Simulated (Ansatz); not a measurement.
## Geometry relaxation of CoO (part 1 of 3)

System: CoO (slab, 8 atoms in the cell).
Method: DFT PBE, scalar-relativistic, plane waves, PAW, spin-polarised (Ansatz 0.2.0).

The structure derives from a Materials Project entry. The input holds or restrains some coordinates. Forces given for the steps count only the free coordinates. It belongs to a series of runs on one base structure; here: clean slab, lower half held. Figures and captions count atoms from 1; the log counts them from 0 in places.

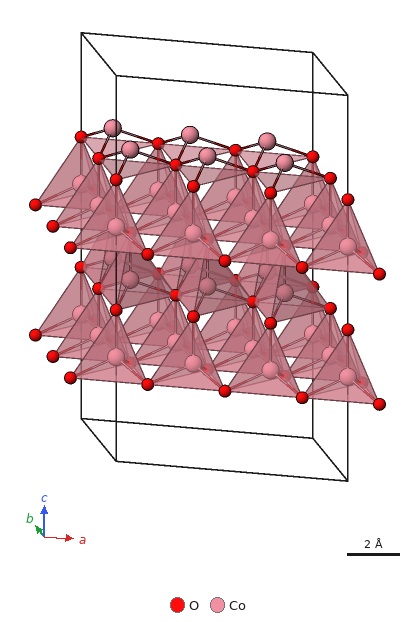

*The structure as given in the input (polyhedral view of the 3 × 2 repeat of the cell, with the vacuum cut short, seen slightly off an axis; polyhedra are completed across the faces of the cell). An atom can appear more than once, as a periodic image.*

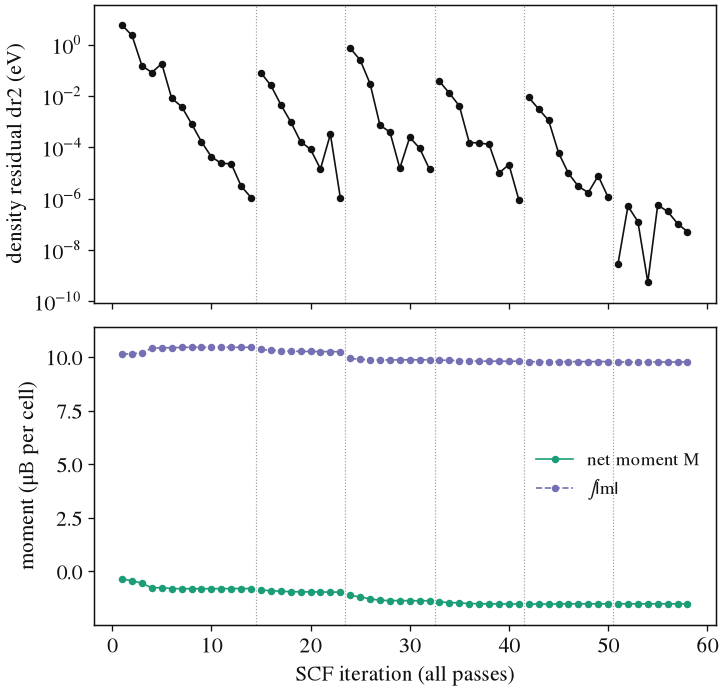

*Convergence of the self-consistent field: density residual dr2 and magnetic moment against the SCF iteration. The dotted lines part the SCF passes of the relaxation: geometry steps, rejected trials and re-solves on a re-selected basis.*

The 6 passes take 8 to 14 iterations each, 58 in all. The net moment goes from −0.4 to −1.5 μB per cell.

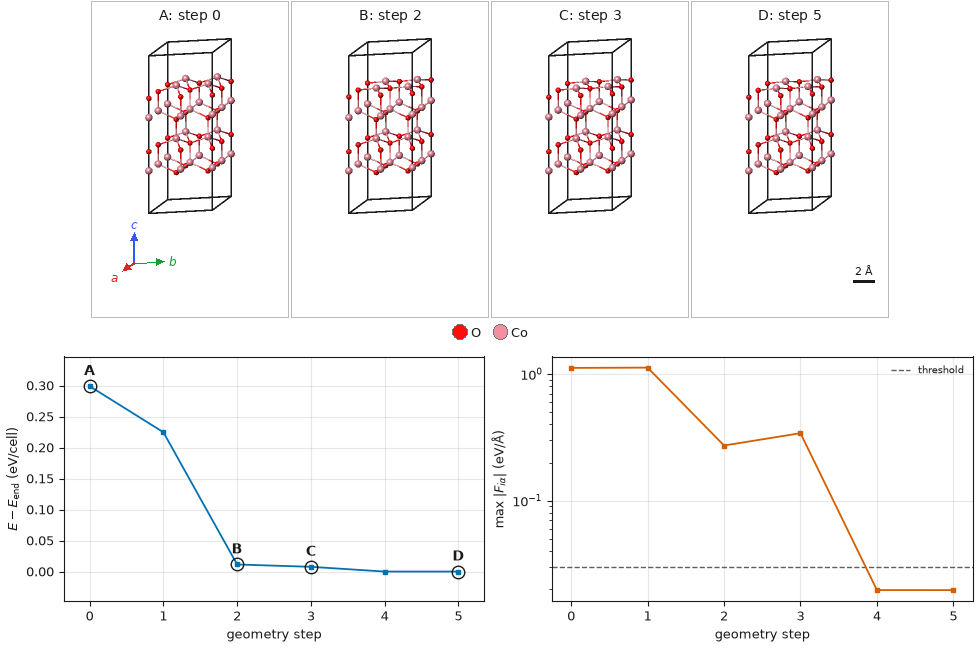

*Frames of the restrained relaxation (ball-and-stick view of the 2 × 2 repeat of the cell, with the vacuum cut short, seen slightly off an axis) above the curves, on which the letters mark them (the first geometry is step 0 here and step 1 in the log).*

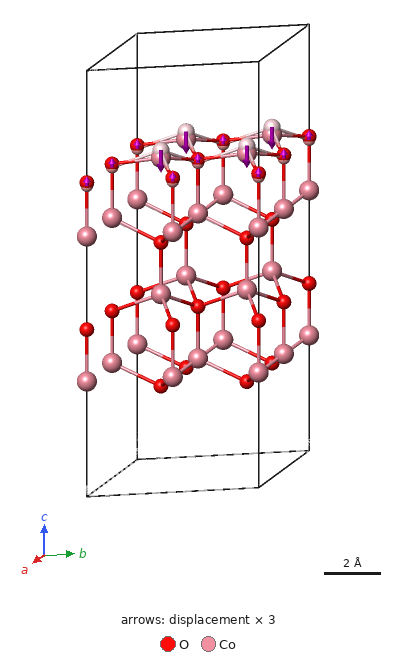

*Start (faint) and end (solid) with the displacements as pink arrows, magnified 3 times (ball-and-stick view of the 2 × 2 repeat of the cell, with the vacuum cut short, seen slightly off an axis).*

Over 5 geometry steps the energy falls by 0.299 eV per cell of the calculation. Largest force component: 1.1 eV/Å at the start, 0.02 eV/Å at the end. The largest move is that of Co8, 0.27 Å. By element the largest moves are Co 0.27 Å, O 0.12 Å. The cell stays as it was. Distances before and after: O7–Co8 1.971 → 1.861 Å, Co6–O7 1.908 → 1.982 Å, O5–Co6 1.971 → 1.990 Å, Co4–O5 1.908 → 1.902 Å. Among the angles that change: Co6–O7–Co8 111.9° → 100.7°, Co8–O7–Co8 106.9° → 116.7°, O7–Co8–O7 106.9° → 116.7°. (Atoms are counted from 1 in the order of the input.)

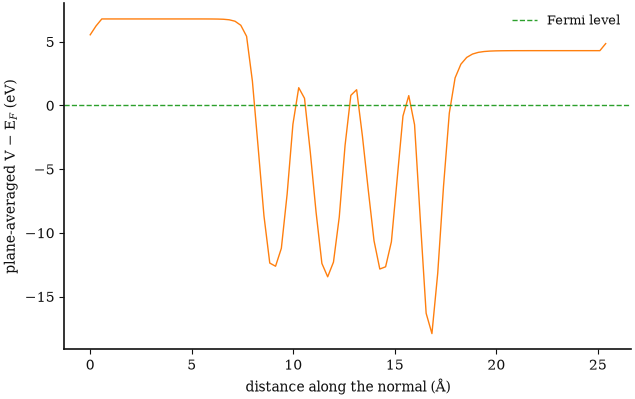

*Plane average of the electrostatic potential energy of an electron across the cell, from the Fermi level.*

The vacuum level lies 4.30 eV above the Fermi level on the upper side and 6.79 eV on the lower.

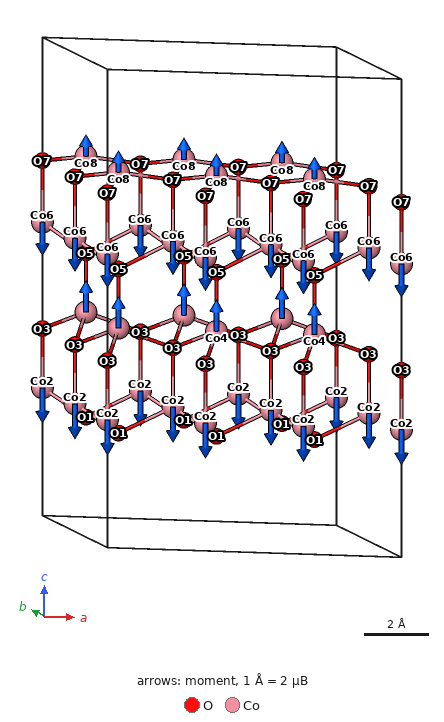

*Magnetic moments of the sites as blue arrows (ball-and-stick view of the 3 × 2 repeat of the cell, with the vacuum cut short, seen slightly off an axis; atoms are numbered from 1 in the order of the input); small moments hardly show. The run is collinear, so the axis drawn is arbitrary.*

Site moments: Co2 (−2.31 μB); Co6 (−2.18 μB); Co4 (2.06 μB); Co8 (1.43 μB); O1 (−0.42 μB); O5 (−0.17 μB); O3 (0.13 μB), among others. They are counted near the atoms and needn't add up to the moment of the cell.

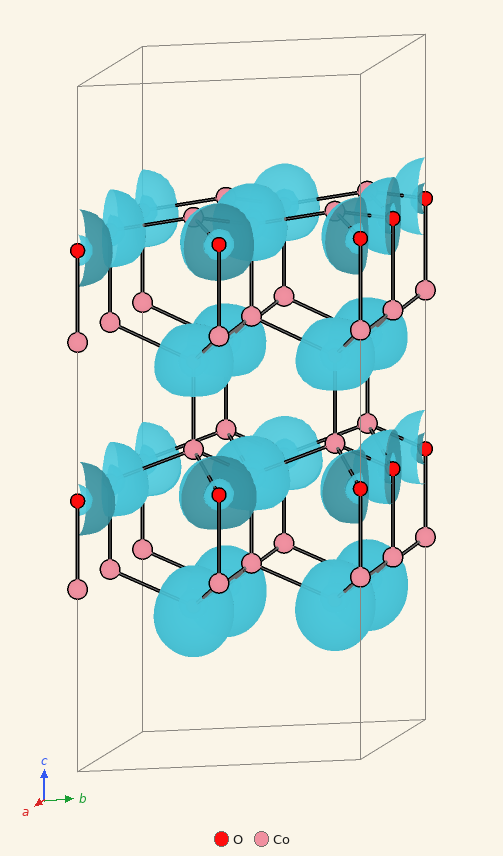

*Isosurface of the electron localisation function at 0.65 (cyan), seen slightly off an axis. Core shells and regions of very low density are left out. Sticks mark near contacts.*

Along the contacts the grid gives the following. Co–O (1.86 Å): the ELF is about 0.20 at the midpoint; a polar contact without a shared pair, in a metal. Co–O (1.90 Å): the ELF is about 0.20 at the midpoint (a polar contact without a shared pair, in a metal). Core electrons are frozen (PAW), so the fields are smoothed inside the atomic spheres.

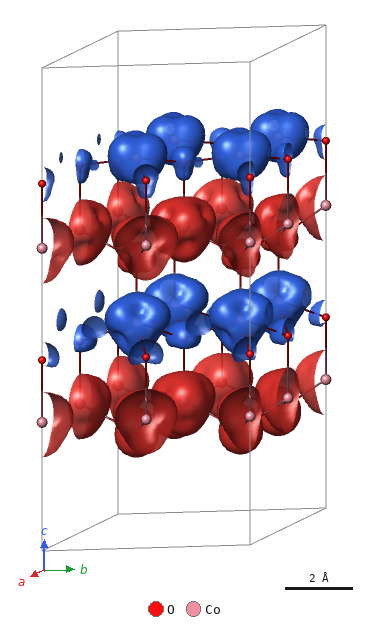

*Isosurfaces of the spin density at +0.08 (blue) and −0.08 e/Å³ (red), seen slightly off an axis. Sticks mark near contacts.*

The spin density sits on Co: +2.1 μB, +1.4 μB, −2.2 μB and −2.3 μB in one cell of 8 atoms: ferrimagnetic. The cell of the calculation (8 atoms) carries 1.5 μB net.

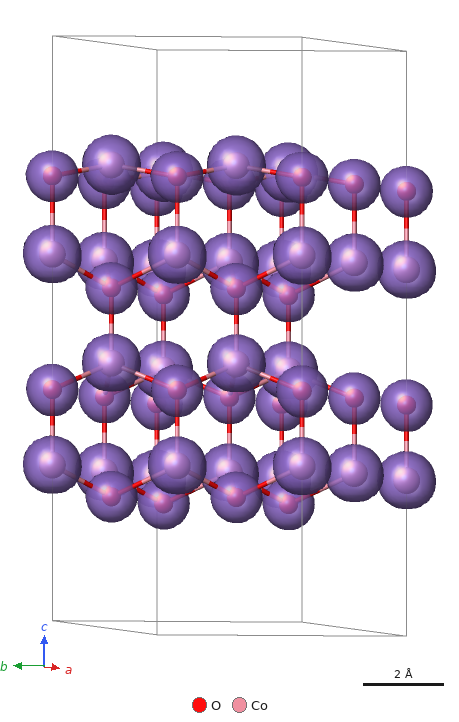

*Isosurface of the valence charge density (pseudo) at 1.5 e/Å³ (purple), seen at an oblique angle. Sticks mark near contacts.*

At this value the density breaks into separate islands; it holds about 75 % of the electrons treated as valence (semicore included). It is pinched off along the Co–O (1.86 Å), Co–O (1.90 Å) and Co–O (1.97 Å) contacts. On the grid the lowest density along these lines, outside the cores, is 0.83 e/Å³ (Co–O, 1.86 Å), 0.75 e/Å³ (Co–O, 1.90 Å) and 0.63 e/Å³ (Co–O, 1.97 Å).

The input that produced these results follows, with the program's output.

## Input file
```yaml
crystal:
  lattice:
    - [3.1673863576, 0.0, 0.0]
    - [-1.5836931788, 2.7430370493, 0.0]
    - [0.0, 0.0, 25.6692911489]
  atoms:
    - { symbol: O, position: [0.3333333333, 0.6666666667, 0.3311349718], spin: -0.17 }
    - { symbol: Co, position: [0.0, 0.0, 0.3598283209], spin: -2.32 }
    - { symbol: O, position: [0.0, 0.0, 0.4341471607], spin: 0.17 }
    - { symbol: Co, position: [0.3333333333, 0.6666666667, 0.4628405597], spin: 2.32 }
    - { symbol: O, position: [0.3333333333, 0.6666666667, 0.5371594403], spin: -0.17 }
    - { symbol: Co, position: [0.0, 0.0, 0.5658527895], spin: -2.32 }
    - { symbol: O, position: [0.0, 0.0, 0.6401716293], spin: 0.17 }
    - { symbol: Co, position: [0.3333333333, 0.6666666667, 0.6688650282], spin: 2.32 }
basis:
  ecutwfc: 420
kpoints:
  mp_grid: { grid: [9, 9, 1] }
hamiltonian:
  xc: pbe
scf:
  occupations: { method: gaussian, width: 0.05 }
output:
  forces: true
  eigenvalues: true
  populations: true
  write_density: true
  write_potential: true
  elf: true
  volumetric_format: npy
magnetization:
  spin_polarized: true
relax:
  adjacent_minimum: "off"
  f_tol: 0.03
  max_steps: 70
  constraints: [{ sites: [0, 1, 2, 3] }]
efield:
  axis: 3
  dipole_correction: true
  ramp_width: 0.04
```

Launch command:
```bash
ansatz run input.yaml --threads 2 --pin off --max-ram 5120MiB --backend cpu --events-out ev --progress --plain --runs-dir out
```

## Log
```
Engine: ansatz 0.2.0, aarch64-unknown-linux-gnu
Pseudopotentials: kind: paw
Pseudopotential: O, paw, valence charge 6, recommended cutoff 420 eV (normal), O.paw.azcp
Pseudopotential: Co, paw, valence charge 17, recommended cutoff 420 eV (normal), Co.paw.azcp
Functional definition: PBE
  parameter kappa = 0.804
  parameter beta = 0.06672455060314922
  exchange = pbe_x(kappa = kappa, mu = beta*pi^2/3)
  correlation = pbe_c(beta = beta)
Crystal: 8 atoms, lattice volume = 223.021 Å³
Basis set: ecut = 420 eV, 4321 PW (Γ), exchange–correlation on 48×48×360 points (8 copies of the dense FFT grid, shifted against one another)
Bands: 62, of which v1, the nominal top of the filled ones, is band 46 counted from 1 (45 counted from 0)
Symmetry: 6 space group operations
k-points: 12 of 81 (time reversal used)
Non-local potential: O, projectors of the file, l = 0: 2, l = 1: 2, l = 2: 1
Non-local potential: Co, projectors of the file, l = 0: 3, l = 1: 2, l = 2: 3, l = 3: 1
PAW form: soft (Blöchl's): semilocal exchange-correlation on the pseudo side does not see the compensation charge
PAW one-centre angular grid: O, 110 points (default); XC on 64 Gauss nodes
PAW one-centre angular grid: Co, 590 points (default); XC on 64 Gauss nodes
Initial density: superposition of atomic densities (neutral atoms: chi_scale 0, normalization atom)
Starting moments: Σ|m| = 9.96 μB on 8 of 8 sites
Initial wavefunctions: pseudopotential atomic-orbital guess
Functional: x = pbe(κ = 0.804, μ = 0.2195149727645171), c = pbe(β = 0.06672455060314922)
```
